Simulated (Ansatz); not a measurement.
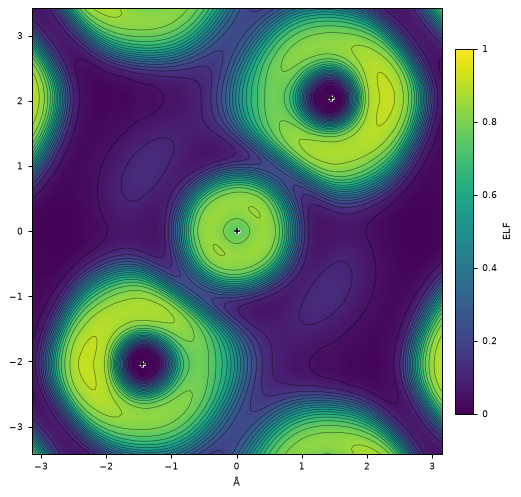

The electron localisation function on a plane through atoms (crosses mark nuclei in the plane).

Level of theory: DFT LDA, spin-orbit coupling, plane waves, PAW (Ansatz).

Candidates:
A. HfS2, a = 3.54 Å, b = 3.54 Å, c = 5.59 Å, α = 90.00°, β = 90.00°, γ = 120.00°. Space group P-3m1; a structure from a database of computed crystals, not necessarily the ambient phase.
B. WSe2, a = 3.28 Å, b = 3.28 Å, c = 43.46 Å, α = 90.00°, β = 90.00°, γ = 120.00°. 

Question: Which candidate gave the map?

Answer: Candidate A: HfS2 on the (110) plane of the conventional cell, which holds Hf and S. Hf–S (2.51 Å): the ELF peaks at about 0.85 in the valence shell of S, 0.8 Å from its nucleus, and is about 0.40 at the midpoint.
